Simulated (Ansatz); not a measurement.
# HfO2: geometry relaxation (part 2 of 2)

HfO2 (3 atoms in the cell); DFT PBE, scalar-relativistic, plane waves, PAW, no spin polarisation (Ansatz 0.2.0); cutoff 420 eV, 8×8×8 k-mesh, Gaussian smearing of 0.02 eV. The structure derives from an entry of the Crystallography Open Database.

Geometry of the input (Å; fractional positions):
```
0.0000  2.5575  2.5575
2.5575  0.0000  2.5575
2.5575  2.5575  0.0000
Hf 0.0000  0.0000  0.0000
O  0.2500  0.2500  0.2500
O  0.7500  0.7500  0.7500
```

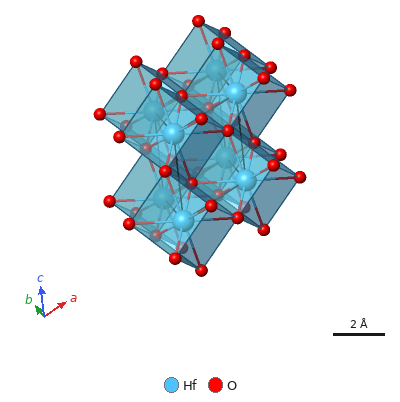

*The geometry at step 2 of the log (polyhedral view of the cell of the calculation, seen slightly off an axis; polyhedra are completed across the faces of the cell).*

### Log, continued
```
SCF iter   1: F=—  HF=-16861.410268 eV  |F-HF|=—  |Δ(HF+E_count)|=         —  Δρ=7.75e-5  dr2=2.72e-7  ethr=3.12e-8  ⟨swp⟩=3.2  Hψ=4549  notcnv=0
preconditioner: auto → none  [insulator: Δε(μ)=3.745 eV  Ē_g=18.201 eV  σ=0.020 eV  W_gap=1.00  n_scr=14 (ndim 8)  ℏωp=38.7 eV  f_vac=0.071  D(μ)=0.00/eV (n_scr^D=0)  ε∞_Penn≈5.5]
SCF iter   2: F=—  HF=-16861.410370 eV  |F-HF|=—  |Δ(HF+E_count)|=   1.01e-4  Δρ=3.91e-5  dr2=1.60e-7  ethr=7.16e-10  ⟨swp⟩=2.0  Hψ=1218  notcnv=0
SCF iter   3: F=—  HF=-16861.410370 eV  |F-HF|=—  |Δ(HF+E_count)|=   1.07e-7  Δρ=2.17e-5  dr2=6.33e-8  ethr=4.21e-10  ⟨swp⟩=2.2  Hψ=1112  notcnv=0
SCF iter   4: F=—  HF=-16861.410370 eV  |F-HF|=—  |Δ(HF+E_count)|=   1.45e-8  Δρ=2.61e-6  dr2=1.08e-9  ethr=1.67e-10  ⟨swp⟩=2.0  Hψ=1102  notcnv=0
SCF iter   5: F=—  HF=-16861.410370 eV  |F-HF|=—  |Δ(HF+E_count)|=  8.40e-10  Δρ=7.90e-7  dr2=1.30e-10  ethr=2.85e-12  ⟨swp⟩=2.0  Hψ=1214  notcnv=0
SCF iter   6: F=-16861.410370 eV  HF=-16861.410370 eV  |F-HF|=1.09e-11  |Δ(HF+E_count)|=  5.09e-11  Δρ=3.21e-7  dr2=2.55e-11  ethr=1.00e-12  ⟨swp⟩=5.7  Hψ=3242  notcnv=0
SCF 4 converged in 6 iterations: F = -16861.410370 eV  dr2 = 2.55e-11
relax step   4: F+E_penalty+E_count = -16861.41036976 eV  Δ(F+E_penalty+E_count) = +1.377e-3 eV  max|allowed force component| = 2.313e-17 eV/Å  Δτ_max = 0.0000 Å  P = -0.095 GPa  Ω = 33.128 Å³  stress off target by 9.50e-2 GPa  SCF on the basis re-selected at this cell (its energy is not comparable with the rows above)  (6 SCF iters)
basis re-selected at this cell: Δ(F+E_penalty+E_count) = +1.377e-3 eV, ΔP = -0.084 GPa vs the last step (what re-selecting the basis moved, of the pressure what is left beyond the Pulay correction that the steps carried, after the strain that the cell walked since its last selection, with what the two solves' SCF thresholds leave and, on support functions, any second-order correction that the steps lacked; it is no measure of the basis error at this ecutwfc). This SCF's stress stands 9.50e-2 GPa from its target on what of the cell is left free (relax.cell.stress_tol is 5.00e-2 GPa) and its largest allowed force component is 2.31e-17 eV/Å (relax.f_tol is 5.00e-3 eV/Å): not within both, so this SCF does not close the relaxation
Crystal: 3 atoms, lattice volume = 33.116 Å³
iter 1 solved again at ethr=2.23e-9 eV; its pass at ethr=3.10e-3 eV (dr2=8.48e-7 eV) is discarded
SCF iter   1: F=—  HF=-16861.410338 eV  |F-HF|=—  |Δ(HF+E_count)|=         —  Δρ=4.82e-5  dr2=6.79e-7  ethr=2.23e-9  ⟨swp⟩=2.0  Hψ=3431  notcnv=0
preconditioner: auto → none  [insulator: Δε(μ)=3.746 eV  Ē_g=18.203 eV  σ=0.020 eV  W_gap=1.00  n_scr=14 (ndim 8)  ℏωp=38.7 eV  f_vac=0.071  D(μ)=0.00/eV (n_scr^D=0)  ε∞_Penn≈5.5]
SCF iter   2: F=—  HF=-16861.410440 eV  |F-HF|=—  |Δ(HF+E_count)|=   1.02e-4  Δρ=1.56e-5  dr2=7.22e-8  ethr=1.79e-9  ⟨swp⟩=2.0  Hψ=1189  notcnv=0
SCF iter   3: F=—  HF=-16861.410440 eV  |F-HF|=—  |Δ(HF+E_count)|=   6.18e-9  Δρ=9.15e-6  dr2=2.43e-8  ethr=5.93e-11  ⟨swp⟩=7.4  Hψ=3987  notcnv=0
SCF iter   4: F=-16861.410440 eV  HF=-16861.410440 eV  |F-HF|=1.80e-9  |Δ(HF+E_count)|=  8.91e-10  Δρ=3.29e-6  dr2=2.14e-9  ethr=5.93e-11  ⟨swp⟩=7.2  Hψ=3793  notcnv=0
SCF 5 converged in 4 iterations: F = -16861.410440 eV  dr2 = 2.14e-9
relax step   5: F+E_penalty+E_count = -16861.41043957 eV  Δ(F+E_penalty+E_count) = -6.981e-5 eV  max|allowed force component| = 2.313e-17 eV/Å  Δτ_max = 0.0000 Å  P = -0.002 GPa  Ω = 33.116 Å³  energy of the carried Pulay correction = +6.609e-5 eV  (4 SCF iters, dr2 threshold 2.25e-8 eV, accepted)
iter 1 solved again at ethr=3.04e-8 eV; its pass at ethr=3.10e-3 eV (dr2=1.15e-5 eV) is discarded
SCF iter   1: F=—  HF=-16861.410023 eV  |F-HF|=—  |Δ(HF+E_count)|=         —  Δρ=2.11e-5  dr2=3.66e-8  ethr=3.04e-8  ⟨swp⟩=3.2  Hψ=4562  notcnv=0
SCF iter   2: F=—  HF=-16861.410123 eV  |F-HF|=—  |Δ(HF+E_count)|=   1.01e-4  Δρ=1.36e-5  dr2=4.81e-8  ethr=9.63e-11  ⟨swp⟩=2.9  Hψ=1353  notcnv=0
SCF iter   3: F=—  HF=-16861.410123 eV  |F-HF|=—  |Δ(HF+E_count)|=   9.45e-9  Δρ=6.87e-6  dr2=2.55e-9  ethr=9.63e-11  ⟨swp⟩=2.4  Hψ=1120  notcnv=0
SCF iter   4: F=—  HF=-16861.410123 eV  |F-HF|=—  |Δ(HF+E_count)|=   3.70e-9  Δρ=1.51e-6  dr2=7.39e-10  ethr=6.72e-12  ⟨swp⟩=2.0  Hψ=1187  notcnv=0
SCF iter   5: F=-16861.410123 eV  HF=-16861.410123 eV  |F-HF|=3.64e-12  |Δ(HF+E_count)|=  1.46e-10  Δρ=3.54e-7  dr2=1.81e-11  ethr=1.00e-12  ⟨swp⟩=4.7  Hψ=3733  notcnv=0
SCF 6 converged in 5 iterations: F = -16861.410123 eV  dr2 = 1.81e-11
relax step   6: F+E_penalty+E_count = -16861.41012330 eV  Δ(F+E_penalty+E_count) = +3.163e-4 eV  max|allowed force component| = 2.197e-17 eV/Å  Δτ_max = 0.0000 Å  P = -0.004 GPa  Ω = 33.116 Å³  stress off target by 4.01e-3 GPa  SCF on the basis re-selected at this cell (its energy is not comparable with the rows above)  (5 SCF iters)
basis re-selected at this cell: Δ(F+E_penalty+E_count) = +3.163e-4 eV, ΔP = -0.002 GPa vs the last step (what re-selecting the basis moved, of the pressure what is left beyond the Pulay correction that the steps carried, after the strain that the cell walked since its last selection, with what the two solves' SCF thresholds leave and, on support functions, any second-order correction that the steps lacked; it is no measure of the basis error at this ecutwfc). This SCF's stress stands 4.01e-3 GPa from its target on what of the cell is left free (relax.cell.stress_tol is 5.00e-2 GPa) and its largest allowed force component is 2.20e-17 eV/Å (relax.f_tol is 5.00e-3 eV/Å): within both
SCF converged after 5 iterations
Free energy (F): -16861.410123 eV
Harris-Foulkes:  -16861.410123 eV  (|F-HF|=3.64e-12)
Internal energy: -16861.410123 eV  (E = F + TS)
E sigma→0 (E₀):  -16861.410123 eV
Fermi energy:    17.602099 eV
--- Per-component energies (eV) ---
  E_band       = 40.213147
  E_kinetic    = 770.766922
  E_local      = -5782.485136  (includes V_loc(G=0)·N_el)
  E_nonlocal   = -1147.453579
  E_hartree    = 2649.094963
  E_xc         = -447.581140
  E_vxc        = -454.596099  (∫ρ·V_xc dr)
  E_paw        = -7242.404194  (= ΣΔE_a)
  E_vpaw       = 1355.786271  (= ΣTr[D̂ρ^β])
  E_aug_tail   = 0.005008  (compensation charges beyond the density's cutoff)
  E_ewald      = -5661.352967
  E_smearing   = -0.000000  (= −TS)
  E_closure    = 0.000000  (closes the sum)
  Σ components = -16861.410123   (vs F -16861.410123, Δ=0.00e0)
--- Forces (eV/Å), atoms counted from 1 ---
  atom   1  Hf    -0.00000000     0.00000000    -0.00000000
  atom   2  O     -0.00000000     0.00000000     0.00000000
  atom   3  O      0.00000000    -0.00000000    -0.00000000
  max |Σ_I F_I| component: 3.47e-18 eV/Å
--- Stress (GPa, compression-positive) ---
       -0.004006      -0.000000      -0.000000
       -0.000000      -0.004006      -0.000000
       -0.000000      -0.000000      -0.004006
  P = ⅓ Tr σ = -0.0040 GPa (-0.040 kbar)
--- Band table (eV; the first three rows and the last of 29) ---
  k-point 0: bands = ["-45.3804", "-13.9102", "-13.9102", "-13.9102", "-2.9438", "-0.1624", "4.7229", "4.7229", "4.7229", "4.7862", "4.7862", "4.7862", "4.9859", "10.4370", "10.4370", "10.4370", "15.1182", "15.1182", "15.1182", "19.5753", "19.5753", "21.3859", "25.9622"]
  k-point 1: bands = ["-45.3785", "-13.9741", "-13.9171", "-13.9171", "-2.7455", "-0.2995", "4.7259", "4.7259", "4.7267", "4.7809", "4.7809", "4.7864", "4.9425", "10.5876", "10.5876", "10.8541", "14.6590", "14.8394", "14.8394", "19.8531", "19.8531", "21.9972", "25.2874"]
  k-point 2: bands = ["-45.3739", "-14.1228", "-13.9340", "-13.9340", "-2.2743", "-0.5838", "4.7320", "4.7320", "4.7385", "4.7704", "4.7704", "4.7867", "4.8649", "10.9575", "10.9575", "11.8177", "13.7488", "14.3257", "14.3257", "20.2700", "20.2700", "22.6529", "24.7781"]
  k-point 28: bands = ["-45.3632", "-14.1893", "-14.1893", "-14.0292", "-1.0694", "-1.0694", "4.7490", "4.7508", "4.7516", "4.7562", "4.7562", "4.7768", "4.7768", "10.4951", "10.7062", "13.1738", "13.1738", "14.3142", "15.5248", "20.4832", "20.8153", "22.6738", "22.6738"]
--- Relaxed structure (4 steps of the walk, 4 accepted, 2 SCFs on fresh bases) ---
  F+E_penalty+E_count = -16861.41012330 eV   max|allowed force component| = 2.197e-17 eV/Å   (the final SCF, on the basis selected at the relaxed cell)
  cell:  # Å, volume = 33.1162 Å³
    - [3.1846075205597433e-35, 2.5488057612517117, 2.5488057612517117]
    - [2.5488057612517117, -3.6304525734381076e-34, 2.5488057612517117]
    - [2.5488057612517117, 2.5488057612517117, 8.916901057567284e-35]
  atoms:
    - { symbol: Hf, position: [-3.530134528347552e-35, 3.341789870333754e-35, -1.9902841681436376e-35] }
    - { symbol: O, position: [0.25, 0.25, 0.25] }
    - { symbol: O, position: [0.75, 0.75, 0.75] }
```

### Trajectory as extended XYZ (Å, eV, eV/Å), 6 frames, from step=1 to step=6
```
3
Lattice="0.0000 2.5575 2.5575 2.5575 0.0000 2.5575 2.5575 2.5575 0.0000" Properties=species:S:1:pos:R:3:forces:R:3 step=1 energy=-16861.40742 pressure_GPa=-2.46
Hf    0.0000    0.0000    0.0000    0.0000   0.0000   0.0000
O     1.2788    1.2788    1.2788    0.0000   0.0000   0.0000
O     3.8363    3.8363    3.8363    0.0000   0.0000   0.0000
3
Lattice="0.0000 2.5471 2.5471 2.5471 0.0000 2.5471 2.5471 2.5471 0.0000" Properties=species:S:1:pos:R:3:forces:R:3 step=2 energy=-16861.41203 pressure_GPa=0.60
Hf    0.0000    0.0000    0.0000    0.0000   0.0000   0.0000
O     1.2735    1.2735    1.2735    0.0000   0.0000   0.0000
O     3.8206    3.8206    3.8206    0.0000   0.0000   0.0000
3
Lattice="0.0000 2.5491 2.5491 2.5491 0.0000 2.5491 2.5491 2.5491 0.0000" Properties=species:S:1:pos:R:3:forces:R:3 step=3 energy=-16861.41175 pressure_GPa=-0.01
Hf    0.0000    0.0000    0.0000    0.0000   0.0000   0.0000
O     1.2746    1.2746    1.2746    0.0000   0.0000   0.0000
O     3.8237    3.8237    3.8237    0.0000   0.0000   0.0000
3
Lattice="0.0000 2.5491 2.5491 2.5491 0.0000 2.5491 2.5491 2.5491 0.0000" Properties=species:S:1:pos:R:3:forces:R:3 step=4 energy=-16861.41037 pressure_GPa=-0.09
Hf    0.0000    0.0000    0.0000    0.0000   0.0000   0.0000
O     1.2746    1.2746    1.2746    0.0000   0.0000   0.0000
O     3.8237    3.8237    3.8237    0.0000   0.0000   0.0000
3
Lattice="0.0000 2.5488 2.5488 2.5488 0.0000 2.5488 2.5488 2.5488 0.0000" Properties=species:S:1:pos:R:3:forces:R:3 step=5 energy=-16861.41044 pressure_GPa=-0.00
Hf    0.0000    0.0000    0.0000    0.0000   0.0000   0.0000
O     1.2744    1.2744    1.2744    0.0000   0.0000   0.0000
O     3.8232    3.8232    3.8232    0.0000   0.0000   0.0000
3
Lattice="0.0000 2.5488 2.5488 2.5488 0.0000 2.5488 2.5488 2.5488 0.0000" Properties=species:S:1:pos:R:3:forces:R:3 step=6 energy=-16861.41012 pressure_GPa=-0.00
Hf    0.0000    0.0000    0.0000    0.0000   0.0000   0.0000
O     1.2744    1.2744    1.2744    0.0000   0.0000   0.0000
O     3.8232    3.8232    3.8232    0.0000   0.0000   0.0000
```

### Summary

| quantity | value |
| --- | --- |
| outcome | converged |
| space group (tolerance 0.01 Å) | Fm-3m (225) |
| electrons treated | 38 |
| free energy | −16861.4101 eV |
| Fermi energy | 17.602 eV |
| gap on the k-point mesh | 3.75 eV |
| pressure | 0.00 GPa |
| final volume | 33.12 Å³ |
| largest force (length of the vector) at the end | under 0.001 eV/Å |
| final cell | a = 3.605 Å, b = 3.605 Å, c = 3.605 Å, α = 60.00°, β = 60.00°, γ = 60.00° |
| hardware | 8 threads of Arm Neoverse V1, 24 GiB of memory available, shared host |
| wall time | 2.2 s (CPU time 11 s) |
| peak memory | 0.36 GiB |

Spin–orbit coupling is left out, which matters for Hf.
